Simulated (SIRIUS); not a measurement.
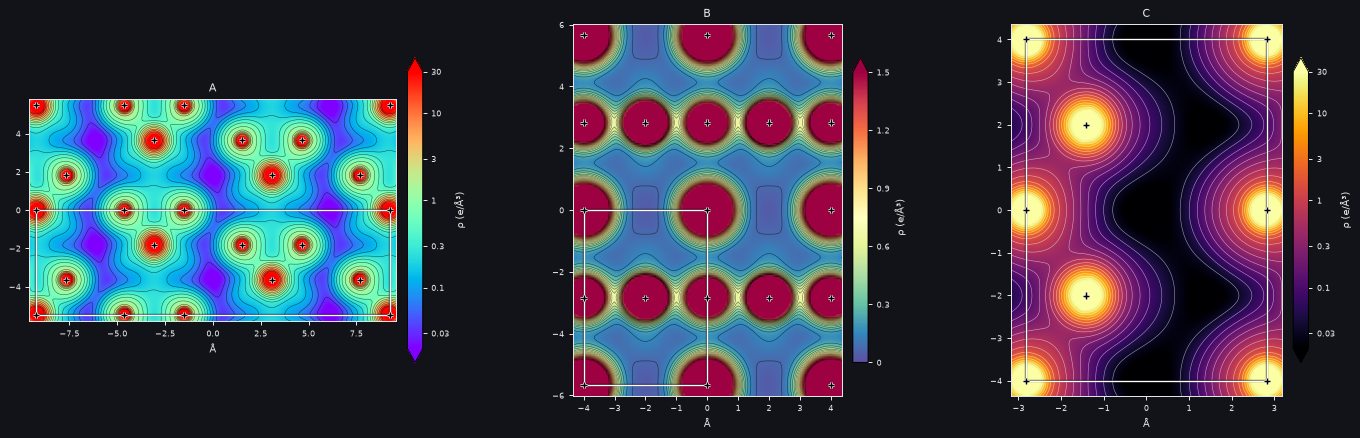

The electron density of 3 systems, each on a plane through atoms (crosses mark nuclei in the plane).

The calculation used SIRIUS 7.12.0, Kohn-Sham DFT of a periodic cell, PBEsol, all-electron FP-LAPW.

System 1: WS2, the (110) plane of the conventional cell. Space group R3m; not relaxed (largest force 0.6 eV/Å).

System 2: ZnSe, the (110) plane of the conventional cell. Space group F-43m.

```
CELL_PARAMETERS angstrom
5.66760 0.00000 0.00000
0.00000 0.00000 -5.66760
0.00000 5.66760 0.00000
ATOMIC_POSITIONS crystal
Se 0.75000 0.75000 0.25000
Se 0.25000 0.75000 0.75000
Se 0.25000 0.25000 0.25000
Se 0.75000 0.25000 0.75000
Zn 0.50000 0.50000 0.00000
Zn 0.00000 0.50000 0.50000
Zn 0.00000 0.00000 0.00000
Zn 0.50000 0.00000 0.50000
```

System 3: BaTiO3, the (110) plane of the conventional cell. Space group Pm-3m.

```cif
data_structure
_symmetry_space_group_name_H-M 'P 1'
_symmetry_Int_Tables_number 1
_cell_length_a 4.0060
_cell_length_b 4.0060
_cell_length_c 4.0060
_cell_angle_alpha 90.000
_cell_angle_beta 90.000
_cell_angle_gamma 90.000
_cell_volume 64.29
loop_
_atom_site_label
_atom_site_type_symbol
_atom_site_fract_x
_atom_site_fract_y
_atom_site_fract_z
_atom_site_occupancy
Ba1 Ba 0.50000 0.50000 0.50000 1
Ti1 Ti 0.00000 0.00000 0.00000 1
O1 O 0.00000 0.00000 0.50000 1
O2 O 0.00000 0.50000 0.00000 1
O3 O 0.50000 0.00000 0.00000 1
```

Match each panel to its system.

Panel A is system 1, WS2: the plane holds W and S. W–S (2.39 Å): ρ at the midpoint is about 0.65 e/Å³. Panel B is system 3, BaTiO3: the plane holds Ba, Ti and O. Ti–O (2.00 Å): ρ is about 0.63 e/Å³ halfway. Panel C is system 2, ZnSe: the plane holds Se and Zn. Zn–Se (2.45 Å): ρ at the midpoint is about 0.46 e/Å³.
